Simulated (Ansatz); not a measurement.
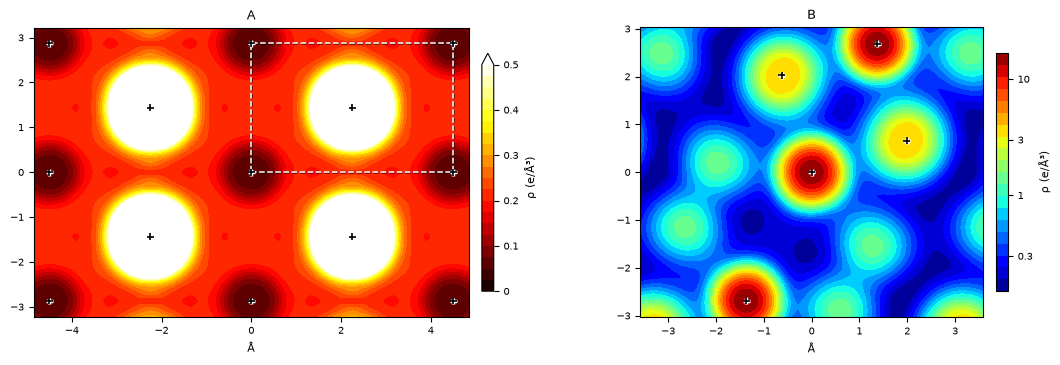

The valence pseudo-density of 2 systems, each on a plane through atoms (crosses mark nuclei in the plane).

Computed with Ansatz, DFT PBEsol, scalar-relativistic, plane waves, PAW.

System 1: VN2, the (111) plane of the conventional cell. Space group Ibam; changed on purpose from its base cell (strain +0.0125 x Voigt [1, -1, 0, 0, 0, 0], atoms carried along); computed without spin polarisation.

```cif
data_structure
_symmetry_space_group_name_H-M 'P 1'
_symmetry_Int_Tables_number 1
_cell_length_a 4.2074
_cell_length_b 4.3139
_cell_length_c 4.9106
_cell_angle_alpha 90.000
_cell_angle_beta 90.000
_cell_angle_gamma 90.000
_cell_volume 89.13
loop_
_atom_site_label
_atom_site_type_symbol
_atom_site_fract_x
_atom_site_fract_y
_atom_site_fract_z
_atom_site_occupancy
V1 V 0.00000 0.00000 0.75000 1
V2 V 0.50000 0.50000 0.25000 1
V3 V 0.00000 0.00000 0.25000 1
V4 V 0.50000 0.50000 0.75000 1
N1 N 0.61426 0.11426 0.50000 1
N2 N 0.11426 0.61426 0.00000 1
N3 N 0.11426 0.38574 0.50000 1
N4 N 0.61426 0.88574 0.00000 1
N5 N 0.38574 0.88574 0.50000 1
N6 N 0.88574 0.38574 0.00000 1
N7 N 0.38574 0.11426 0.00000 1
N8 N 0.88574 0.61426 0.50000 1
```

System 2: AlNi, the (100) plane of the conventional cell. Space group Cmmm; a structure from a database of computed crystals, not necessarily the ambient phase; changed on purpose from its base cell (strain +0.1125 x Voigt [0, 1, 0, 0, 0, 0], atoms carried along); computed pressure about −13 GPa in this cell; computed without spin polarisation.

```cif
data_structure
_symmetry_space_group_name_H-M 'P 1'
_symmetry_Int_Tables_number 1
_cell_length_a 4.0427
_cell_length_b 4.4975
_cell_length_c 2.8694
_cell_angle_alpha 90.000
_cell_angle_beta 90.000
_cell_angle_gamma 90.000
_cell_volume 52.17
loop_
_atom_site_label
_atom_site_type_symbol
_atom_site_fract_x
_atom_site_fract_y
_atom_site_fract_z
_atom_site_occupancy
Al1 Al 0.00000 0.00000 0.00000 1
Al2 Al 0.50000 0.50000 0.00000 1
Ni1 Ni 0.00000 0.50000 0.50000 1
Ni2 Ni 0.50000 0.00000 0.50000 1
```

> Match each panel to its system.

Panel A is system 2, AlNi: the plane holds Al and Ni. Al–Ni (2.67 Å): ρ is about 0.23 e/Å³ halfway. Panel B is system 1, VN2: the plane holds V and N. V–N (2.12 Å): ρ is about 0.54 e/Å³ halfway.
